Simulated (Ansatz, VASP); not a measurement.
**Cross-check of CsH between VASP and Ansatz**

Aim: how closely do two programs agree when they are given the same cell, functional and k mesh? The cell is generated by rule, not measured, and may not be a known phase. The cell comes out of the VASP series on this material, whose earlier steps may have relaxed, scaled or displaced it; both programs get it as it stands.

Main program and level: Ansatz 0.2.0; plane waves, with VASP 6.6.1 beside it; zone-centre phonons at PBE and band structure at HSE06.

The structure was built from a prototype and need not be the compound's stable phase.

### 1. Starting point

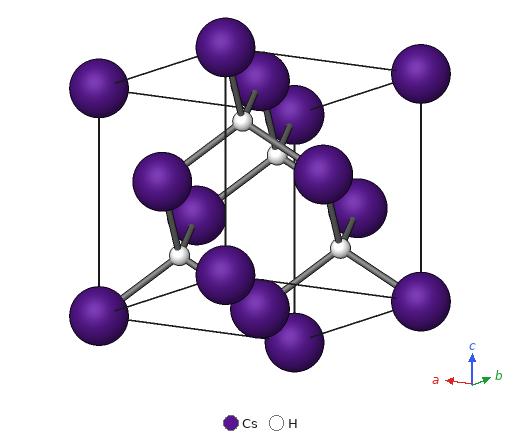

The starting structure, seen from a free direction (caesium purple, hydrogen white). This picture shows the conventional cell, with its axes. Bonds to atoms that aren't drawn are left out. Some periodic images of atoms are drawn too.

### 2. Ansatz: zone-centre phonons, PBE

Ansatz runs on its default PAW (the set named soft_2) files.

Second derivatives magnify differences that forces hide, and they need a tight electronic threshold.

Contents of input.yaml:

```yaml
crystal:
  lattice:
    - [0.0, 3.33223, 3.33223]
    - [3.33223, 0.0, 3.33223]
    - [3.33223, 3.33223, 0.0]
  atoms:
    - { symbol: Cs, position: [0.0, 0.0, 0.0] }
    - { symbol: H, position: [0.25, 0.25, 0.25] }
hamiltonian:
  xc: pbe
  pseudopotentials: { kind: paw }
kpoints:
  mp_grid: { grid: [10, 10, 10] }
scf:
  occupations: { method: fixed }
phonons:
  method: dfpt
  qpoints: [[0, 0, 0]]
  dielectric: true
  rigid_motions: translations
```

Run with:

```bash
$ ansatz run input.yaml --threads 4 --pin off --max-ram 9216MiB --backend cpu --events-out ev --progress --plain --runs-dir out
```

Numbers of over 12 decimals in the logs are rounded to 6 here.

Log:

```text
Engine: ansatz 0.2.0, aarch64-unknown-linux-gnu
Pseudopotentials: kind: paw
Pseudopotential: Cs, paw, valence charge 9, recommended cutoff 420 eV (normal), Cs.paw.azcp
Pseudopotential: H, paw, valence charge 1, recommended cutoff 420 eV (normal), H.paw.azcp
Functional definition: PBE
  parameter kappa = 0.804
  parameter beta = 0.066725
  exchange = pbe_x(kappa = kappa, mu = beta*pi^2/3)
  correlation = pbe_c(beta = beta)
Crystal: 2 atoms, lattice volume = 74.001 Å³
Basis set: ecut = 420 eV, 1459 PW (Γ), exchange–correlation on 64×64×64 points (8 copies of the dense FFT grid, shifted against one another)
Bands: 9, of which v1, the nominal top of the filled ones, is band 5 counted from 1 (4 counted from 0)
Symmetry: 24 space group operations
k-points: 171 of 1000 (irreducible under 4 space group operations, time reversal used)
Non-local potential: Cs, projectors of the file, l = 0: 3, l = 1: 2, l = 2: 2, l = 3: 2
Non-local potential: H, projectors of the file, l = 0: 2, l = 1: 1
PAW form: soft (Blöchl's): semilocal exchange-correlation on the pseudo side does not see the compensation charge
PAW one-centre angular grid: Cs, 194 points (default); XC on 64 Gauss nodes
PAW one-centre angular grid: H, 110 points (default); XC on 64 Gauss nodes
Initial density: superposition of atomic densities (neutral atoms: chi_scale 0, normalization atom), corrected by the library's trained network
Initial wavefunctions: pseudopotential atomic-orbital guess
Functional: x = pbe(κ = 0.804, μ = 0.219515), c = pbe(β = 0.066725)
SCF iter   1: F=—  HF=-5686.806991 eV  |F-HF|=—  |Δ(HF+E_count)|=         —  Δρ=9.85e-4  dr2=1.11e-3  ethr=1.77e-3  ⟨swp⟩=4.0  Hψ=9776  notcnv=0  defer=313
preconditioner: auto → none  [insulator: Δε(μ)=2.765 eV  Ē_g=11.179 eV  n_scr=14 (ndim 8)  ℏωp=12.2 eV  f_vac=0.132  ε∞_Penn≈2.2]
SCF iter   2: F=—  HF=-5686.807635 eV  |F-HF|=—  |Δ(HF+E_count)|=   6.45e-4  Δρ=4.88e-4  dr2=1.75e-4  ethr=1.11e-5  ⟨swp⟩=2.1  Hψ=3914  notcnv=0  defer=328
SCF iter   3: F=—  HF=-5686.807910 eV  |F-HF|=—  |Δ(HF+E_count)|=   2.75e-4  Δρ=1.55e-4  dr2=1.85e-5  ethr=1.75e-6  ⟨swp⟩=2.9  Hψ=2596  notcnv=0  defer=328
SCF iter   4: F=—  HF=-5686.807961 eV  |F-HF|=—  |Δ(HF+E_count)|=   5.12e-5  Δρ=2.54e-5  dr2=3.70e-7  ethr=1.85e-7  ⟨swp⟩=2.0  Hψ=2587  notcnv=0  defer=328
SCF iter   5: F=—  HF=-5686.807962 eV  |F-HF|=—  |Δ(HF+E_count)|=   8.93e-7  Δρ=9.60e-6  dr2=4.56e-8  ethr=3.70e-9  ⟨swp⟩=2.1  Hψ=2320  notcnv=0  defer=123
SCF iter   6: F=—  HF=-5686.807963 eV  |F-HF|=—  |Δ(HF+E_count)|=   2.46e-7  Δρ=9.55e-7  dr2=5.16e-10  ethr=4.56e-10  ⟨swp⟩=2.0  Hψ=2224  notcnv=0  defer=136
SCF iter   7: F=-5686.807963 eV  HF=-5686.807963 eV  |F-HF|=9.73e-11  |Δ(HF+E_count)|=   6.01e-9  Δρ=1.26e-7  dr2=8.54e-12  ethr=1.00e-12  ⟨swp⟩=10.0  Hψ=11676  notcnv=0
SCF 1 converged in 7 iterations: F = -5686.807963 eV  dr2 = 8.54e-12
  greatest PAW one-centre occupation: 0.927 electrons in one spin orbital (limit 2), on the Cs atom at site 0 (counted from 0), in its partial waves of l = 0
NSCF: frozen V_eff on 2 k-points
DFPT response loops at Γ: preconditioner auto → none (the input reference at scf.mixing.eps_inf says where Resta's filter doesn't serve); β = 0.50; Broyden in place of MSR1
SCF converged after 7 iterations
Free energy (F): -5686.807963 eV
Harris-Foulkes:  -5686.807963 eV  (|F-HF|=9.73e-11)
Internal energy: -5686.807963 eV  (E = F + TS)
E sigma→0 (E₀):  -5686.807963 eV
Fermi energy:    2.244447 eV
--- Per-component energies (eV) ---
  E_band       = -67.060940
  E_kinetic    = 156.305091
  E_local      = -308.949018  (includes V_loc(G=0)·N_el)
  E_nonlocal   = 31.552962
  E_hartree    = 106.995783
  E_xc         = -183.780112
  E_vxc        = -138.667144  (∫ρ·V_xc dr)
  E_paw        = -5067.177315  (= ΣΔE_a)
  E_vpaw       = -21.293302  (= ΣTr[D̂ρ^β])
  E_aug_tail   = -0.001113  (compensation charges beyond the density's cutoff)
  E_ewald      = -421.754241
  E_smearing   = -0.000000  (= −TS)
  E_closure    = 0.000000  (closes the sum)
  Σ components = -5686.807963   (vs F -5686.807963, Δ=0.00e0)
--- Band table (eV; the first three rows and the last of 171) ---
  k-point 0: bands = ["-18.7417", "-5.3448", "-5.3448", "-5.3448", "1.0235", "6.6037", "7.4284", "7.4284", "7.4284"]
  k-point 1: bands = ["-18.7371", "-5.4114", "-5.3518", "-5.3518", "1.1381", "6.1646", "7.5051", "7.5051", "8.0408"]
  k-point 2: bands = ["-18.7251", "-5.5768", "-5.3701", "-5.3701", "1.4112", "5.7622", "7.6258", "7.6258", "8.8055"]
  k-point 170: bands = ["-18.6788", "-5.8081", "-5.6979", "-5.5281", "2.2287", "5.8442", "6.5160", "7.8401", "9.8238"]
--- Phonons (Γ-DFPT): 2 representative perturbations + reference, on 171 of 1000 k-points (Σ response iterations 8) ---
  k mesh reduced under 4 symmetry operations, with k and −k counted as one. Each operation leaves every solved perturbation unchanged. A smaller set is not considered because the run solves the response to a homogeneous field
  ASR residual: 8.663e-5 → 0.000e0 eV/Å²; symmetrization residual: 2.079e-7 eV/Å²
  ASR residual per site (eV/Å²): 7.33e-5 8.66e-5
  Γ frequencies (cm⁻¹): 0.00 0.00 0.00 557.92 557.92 557.92
  ε∞ (high-frequency dielectric tensor):
        2.710397     0.000000     0.000000
       -0.000000     2.710397     0.000000
        0.000000     0.000000     2.710397
  ε⁰ (static dielectric tensor: ions relaxed, cell fixed):
        4.852396    -0.000000    -0.000000
       -0.000000     4.852396     0.000000
       -0.000000     0.000000     4.852396
  ε⁰ − ε∞ (ionic part):
        2.141999    -0.000000    -0.000000
       -0.000000     2.141999     0.000000
       -0.000000     0.000000     2.141999
  softest optical mode at Γ: 557.92 cm⁻¹; the repairs (sum rule, projections) moved no ω² at Γ by more than (4.87 cm⁻¹)²
  Born effective charges Z* (e; rows j = field, columns β = displacement):
    site 0:
         1.00156    0.00000   -0.00000
        -0.00000    1.00156   -0.00000
        -0.00000    0.00000    1.00156
    site 1:
        -1.00156   -0.00000    0.00000
         0.00000   -1.00156    0.00000
         0.00000    0.00000   -1.00156
  Z* charge neutrality: 6.621e-5 e pre-enforcement
  k-mesh period / interband length: 47.1 Å / 1.13 Å = 41.69 at k = (0.1000, 0.3000, 0.4000), direct gap 3.435 eV — 14 or more, which is no proof of convergence
  optical modes at Γ without the LO–TO term, one row a degenerate level:
      ω (cm⁻¹)  modes    IR ((D/Å)²/amu)
        557.92      3            69.3997
  optical modes at Γ + LO–TO along q̂ = [1.0000, 0.0000, 0.0000]:
      ω (cm⁻¹)  modes    IR ((D/Å)²/amu)
        557.92      2            46.2665
        746.50      1            23.1332
  optical modes at Γ + LO–TO along q̂ = [0.0000, 1.0000, 0.0000]:
      ω (cm⁻¹)  modes    IR ((D/Å)²/amu)
        557.92      2            46.2665
        746.50      1            23.1332
  optical modes at Γ + LO–TO along q̂ = [0.0000, 0.0000, 1.0000]:
      ω (cm⁻¹)  modes    IR ((D/Å)²/amu)
        557.92      2            46.2665
        746.50      1            23.1332
--- Phonons (arbitrary-q DFPT): 1 explicit q-point ---
  q = [0, 0, 0] (of the zone-centre solve; hermiticity 3.63e-7, symmetrization 1.74e-14): -0.00 -0.00 -0.00 557.92 557.92 557.92
  sum rule: each row above includes the acoustic sum rule's correction from the zone centre's row sums; it moved no ω² by more than (4.83 cm⁻¹)²
```

Wall time 18 s (4 threads of Arm Neoverse V1, shared host); peak memory 0.72 GiB; 65 s of CPU time.

Reading the cycles: dr2 is the Hartree energy of the density residual (eV), the measure of convergence; HF is the Harris–Foulkes estimate of the energy, which meets the free energy F at convergence.

(Continued in part 2 of 3.)

[Lines on the potential files, build, host, timing and source positions are cut from VASP's logs without a mark.]

[Logs are printed without paths, hosts, clocks, repeated set-up lines and the standing remarks that a program may print on its own settings, such as how far it seeks lower states.]

[Hosts, paths, dates, database ids (printed as entryN), source tags and the programs' standing remarks are cut or masked in the printed files.]
